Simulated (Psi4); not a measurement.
# One shape, several levels: C3H9N (propylamine)

Aim: a comparison of 4 runs (HF/STO-3G, B3LYP/6-31G*, HSE06/def2-SVP, TPSSh/def2-SVP) of C3H9N (propylamine). 

Program for the calculation: Psi4 1.11.

1 further run of the same task is left out (set aside as unsound or not needed).

## Step 1: Starting point

The species is C3H9N (13 atoms), meant as a singlet with charge 0. SMILES: `CCCN`. The N4–H13 distance was set to 1.518 Å, away from the relaxed value. At this shape a bond of the SMILES string is far longer than usual.

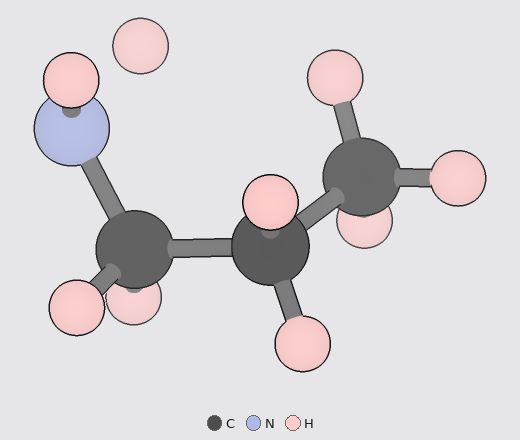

The structure, seen from a chosen angle (carbon dark grey, nitrogen light blue, hydrogen pink).

## Step 2: Energy and forces at HF/STO-3G (run 1)

input.dat

```
memory 1600 MB

molecule {
  C     -1.080434    -0.180121     0.431846
  C     -0.000834    -1.190621     0.085146
  C      1.396566    -0.584221    -0.010254
  N      1.601466     0.420579    -1.039354
  H     -2.061534    -0.653421     0.510246
  H     -0.869734     0.307379     1.388646
  H     -1.159434     0.601279    -0.328854
  H     -0.242234    -1.679521    -0.866754
  H      0.014866    -1.984621     0.840746
  H      1.659166    -0.131621     0.952746
  H      2.124266    -1.385021    -0.175854
  H      1.363666     0.049479    -1.951654
  H      0.709100     1.626300    -0.805800
  symmetry c1
}

set globals {
  basis         STO-3G
  puream        true
  e_convergence 1e-09
  d_convergence 1e-08
  scf_type      pk
}

energy_value, wavefunction = gradient("hf", return_wfn=True)
oeprop(wavefunction, "QUADRUPOLE", "LOWDIN_CHARGES", "WIBERG_LOWDIN_INDICES", title="HF")
print_variables()
```

Launch:

```bash
psi4 input.dat output.dat -n 1
```

output.dat:

```text
[...]
  Running in c1 symmetry.
[...]
  Nuclear repulsion =  131.952344655589542
[...]
  Multiplicity = 1
[...]
  Nalpha       = 17
  Nbeta        = 17
[...]
    Number of basis functions: 29
[...]
   @RHF iter   1:  -171.03558406061211   -3.74510e+00   7.55646e-03 DIIS/ADIIS
[...]
   @RHF iter  11:  -171.07354280650662   -4.26326e-13   2.92393e-09 DIIS
[...]
    Orbital Energies [Eh]
    ---------------------
    Doubly Occupied:
       1A    -15.317994     2A    -11.074097     3A    -11.046518
       4A    -11.039307     5A     -1.105894     6A     -0.989519
       7A     -0.862835     8A     -0.758922     9A     -0.597936
      10A     -0.591271    11A     -0.560589    12A     -0.505154
      13A     -0.478675    14A     -0.464629    15A     -0.442365
      16A     -0.389721    17A     -0.300064
[...]
  @RHF Final Energy:  -171.07354280650662
   => Energetics <=
    Nuclear Repulsion Energy =            131.9523446555895418
    One-Electron Energy =                -493.0007950123302294
    Two-Electron Energy =                 189.9749075502340361
    Total Energy =                       -171.0735428065066230
[...]
  -Total Gradient:
     Atom            X                  Y                   Z
    ------   -----------------  -----------------  -----------------
       1        0.019003041308    -0.018429628644    -0.006853043820
       2        0.008528320676     0.030778488064     0.004860199279
       3       -0.005382690186     0.004269179466    -0.025967325713
       4        0.054959065745    -0.167216295032    -0.033365321449
       5       -0.005889048801    -0.000085934653     0.000434717431
       6        0.000623153129     0.003459838857     0.006118726159
       7       -0.001080017258     0.005765575735    -0.004650992394
       8       -0.000456768730    -0.003965960359    -0.005442631102
       9        0.000152321834    -0.005773612275     0.003764211092
      10        0.001415175522     0.001375236101     0.003289835431
      11        0.001275260408    -0.000993833548     0.003713380819
      12        0.021229928293     0.008583736443     0.025035229902
[...]
 Multipole Moments:
 ------------------------------------------------------------------------------------
     Multipole            Electronic (a.u.)      Nuclear  (a.u.)        Total (a.u.)
 ------------------------------------------------------------------------------------
 L = 1.  Multiply by 2.5417464519 to convert [e a0] to [Debye]
 Dipole X            :          2.0131504           -2.5260692           -0.5129188
 Dipole Y            :         -0.2163200           -0.0715484           -0.2878684
 Dipole Z            :         -0.8781920            0.8663870           -0.0118049
 Magnitude           :                                                    0.5882969
 L = 2.  Multiply by 1.3450342976 to convert [e a0^2] to [Debye ang]
 Quadrupole XX       :       -187.5657145          165.8586190          -21.7070955
 Quadrupole XY       :        -19.7557514           17.8443825           -1.9113689
[...]
```

Wall time 1.5 s (1 thread of Intel Xeon 6975P-C (Granite Rapids), shared host); peak memory 0.18 GiB.

## Step 3: Energy and forces at B3LYP/6-31G(d) (Cartesian functions) (run 2)

calc.inp

```
memory 1600 mb

molecule geom {
  0 1
  C     -1.080434    -0.180121     0.431846
  C     -0.000834    -1.190621     0.085146
  C      1.396566    -0.584221    -0.010254
  N      1.601466     0.420579    -1.039354
  H     -2.061534    -0.653421     0.510246
  H     -0.869734     0.307379     1.388646
  H     -1.159434     0.601279    -0.328854
  H     -0.242234    -1.679521    -0.866754
  H      0.014866    -1.984621     0.840746
  H      1.659166    -0.131621     0.952746
  H      2.124266    -1.385021    -0.175854
  H      1.363666     0.049479    -1.951654
  H      0.709100     1.626300    -0.805800
  units angstrom
  symmetry c1
  no_reorient
  no_com
}

set {
  basis                6-31G*
  reference            rks
  puream               false
  e_convergence        1e-09
  d_convergence        1e-08
  scf_type             pk
  dft_radial_points    99
  dft_spherical_points 590
}

result, w = gradient('b3lyp', return_wfn=True)
oeprop(w, 'MULLIKEN_CHARGES', 'WIBERG_LOWDIN_INDICES', 'DIPOLE')
```

Launch:

```bash
psi4 calc.inp calc.out -n 1
```

calc.out, cut to the lines that bear on the results:

```text
[...]
  Running in c1 symmetry.
[...]
  Nuclear repulsion =  131.952344655589542
[...]
  Multiplicity = 1
[...]
  Nalpha       = 17
  Nbeta        = 17
[...]
    Number of basis functions: 78
[...]
   @RKS iter   1:  -173.92793585248893   -2.59853e-01   1.20733e-02 DIIS/ADIIS
[...]
   @RKS iter  13:  -174.40567072413322   -9.37916e-13   1.52907e-09 DIIS
[...]
    Orbital Energies [Eh]
    ---------------------
    Doubly Occupied:
       1A    -14.341280     2A    -10.204341     3A    -10.178080
       4A    -10.172267     5A     -0.862390     6A     -0.758746
       7A     -0.659719     8A     -0.580484     9A     -0.465265
      10A     -0.452957    11A     -0.435547    12A     -0.393668
      13A     -0.370398    14A     -0.353201    15A     -0.334128
      16A     -0.318766    17A     -0.228099
[...]
  @RKS Final Energy:  -174.40567072413322
   => Energetics <=
    Nuclear Repulsion Energy =            131.9523446555895418
    One-Electron Energy =                -495.1056121557069218
    Two-Electron Energy =                 210.1559430606342858
    DFT Exchange-Correlation Energy =     -21.4083462846501007
    Empirical Dispersion Energy =           0.0000000000000000
    VV10 Nonlocal Energy =                  0.0000000000000000
    Total Energy =                       -174.4056707241332163
[...]
  -Total Gradient:
     Atom            X                  Y                   Z
    ------   -----------------  -----------------  -----------------
       1        0.004247351026    -0.002351836721    -0.000922221086
       2        0.001748429282     0.006058685332    -0.000494772985
       3        0.009493479851    -0.009195596097    -0.004060804738
       4        0.025191602334    -0.077004905217    -0.021400100618
       5        0.002015382215     0.001468508943    -0.000447483529
       6       -0.000158337194    -0.001219225498    -0.001955114365
       7        0.000217277627    -0.000943695739     0.000622994516
       8        0.000621474911     0.001240235916     0.001866025415
       9        0.000406099625     0.001836943514    -0.001482121085
      10       -0.001160065681    -0.000669616913    -0.001136992239
      11       -0.003783162492     0.001040223937     0.004665039546
      12        0.012986440816    -0.003059679024     0.006368141784
[...]
```

Wall time 22 s (1 thread of Intel Xeon 6975P-C (Granite Rapids), shared host); peak memory 1 GiB.

Run 3 isn't shown in full; the table further down has it.

## Step 4: Energy and forces at TPSSh/def2-SVP (run 4)

c3h9n.inp

```
memory 1.6 GB

molecule geom {
  0 1
  C
  C 1 1.518831
  C 2 1.526286 1 113.6233
  N 3 1.452809 2 116.62752 1 -62.53009
  H 1 1.092116 2 111.50658 3 -178.89163
  H 1 1.094311 5 107.65391 2 -122.03706
  H 1 1.093385 5 107.14288 6 -115.58528
  H 2 1.097001 1 109.7653 5 58.8805
  H 2 1.096181 8 106.16869 3 -116.68842
  H 3 1.095981 4 107.63758 2 -123.02669
  H 3 1.094647 10 106.00673 4 115.10083
  H 4 1.013191 3 110.57257 11 66.5138
  H 4 1.5181 12 106.94569 3 -120.89487
  symmetry c1
}

set {
  puream true
  e_convergence 1e-09
  d_convergence 1e-08
  scf_type pk
  dft_radial_points 99
  dft_spherical_points 590
}

e_tot, wfn = gradient('tpssh/def2-SVP', return_wfn=True)
oeprop(wfn, 'MULLIKEN_CHARGES', 'MAYER_INDICES', 'DIPOLE', title='TPSSH')
```

Launch:

```bash
psi4 -i c3h9n.inp -o c3h9n.out -n 1
```

c3h9n.out, cut to the lines that bear on the results:

```text
[...]
  Running in c1 symmetry.
[...]
  Nuclear repulsion =  131.952340675005075
[...]
  Multiplicity = 1
[...]
  Nalpha       = 17
  Nbeta        = 17
[...]
    Number of basis functions: 101
[...]
   @RKS iter   1:  -173.76912098348399   -1.33014e-01   9.54267e-03 DIIS/ADIIS
[...]
   @RKS iter  13:  -174.29357814354927   -6.53699e-13   1.21082e-09 DIIS
[...]
    Orbital Energies [Eh]
    ---------------------
    Doubly Occupied:
       1A    -14.264178     2A    -10.144176     3A    -10.118388
       4A    -10.116237     5A     -0.831965     6A     -0.732364
       7A     -0.634794     8A     -0.557530     9A     -0.448620
      10A     -0.436508    11A     -0.419196    12A     -0.378466
      13A     -0.355850    14A     -0.338824    15A     -0.319603
      16A     -0.305511    17A     -0.211654
[...]
  @RKS Final Energy:  -174.29357814354927
   => Energetics <=
    Nuclear Repulsion Energy =            131.9523406750050754
    One-Electron Energy =                -494.8332104996355838
    Two-Electron Energy =                 212.5224730704992737
    DFT Exchange-Correlation Energy =     -23.9351813894180339
    Empirical Dispersion Energy =           0.0000000000000000
    VV10 Nonlocal Energy =                  0.0000000000000000
    Total Energy =                       -174.2935781435492686
[...]
  -Total Gradient:
     Atom            X                  Y                   Z
    ------   -----------------  -----------------  -----------------
       1       -0.000436569448    -0.001462788038    -0.000020842167
       2       -0.001483476262    -0.001635936330     0.000622295984
       3        0.004355234887     0.000580481319     0.016092631700
       4       -0.007242881634     0.037742699036     0.077848327716
       5       -0.000320754693    -0.005978402310     0.001933471732
       6       -0.004722623983     0.002844445802     0.002334644624
       7        0.004473069848     0.002807561556     0.001711044212
       8        0.004552779143    -0.003086794929    -0.002083463121
       9       -0.004576905144    -0.003202310812    -0.001768284788
      10       -0.004687423254     0.002856036331     0.000798589501
      11        0.003266886392     0.001233874447    -0.007910707287
      12        0.011552471092    -0.007862819844     0.008211050051
[...]
```

It took 62 s on 1 thread of Intel Xeon 6975P-C (Granite Rapids), shared host; peak memory 0.81 GiB.

## Step 5: The series

```
run                               level  Cartesian functions         integration grid  energy (Eh)  dipole moment (D)  HOMO energy (eV)  LUMO energy (eV)  wall time
  1                           HF/STO-3G                   no                        –  -171.073543               1.50             -8.17              8.57      1.5 s
  2  B3LYP/6-31G* (Cartesian functions)                  yes  99 radial × 590 angular  -174.405671               1.40             -6.21             -0.62       22 s
  3                      HSE06/def2-SVP                   no  99 radial × 590 angular  -174.076405               1.32             -6.13             -0.90       51 s
  4                      TPSSh/def2-SVP                   no  99 radial × 590 angular  -174.293578               1.29             -5.76             -0.97       62 s
```

## Step 6: Outcome

| quantity | value |
| --- | --- |
| run 4: total energy | -174.29358 Eh |
| run 4: dipole moment | 1.29 D |
| run 4: HOMO energy | -5.76 eV |
| run 4: LUMO energy | -0.97 eV |
| run 4: HOMO–LUMO gap | 4.79 eV |
| run 4: largest force on an atom | 5.193 eV/Å |

**Reading.** The dipole moment (its size) runs from 1.29 D (TPSSh/def2-SVP) to 1.50 D (HF/STO-3G). The two ends differ in method and basis. The HOMO–LUMO gap runs from 4.79 eV (TPSSh/def2-SVP) to 16.73 eV (HF/STO-3G). Totals of different functionals can't be ranked against each other. In run 1 the basis is minimal, so the values are rough. All runs together took 2.3 min, the longest 62 s.
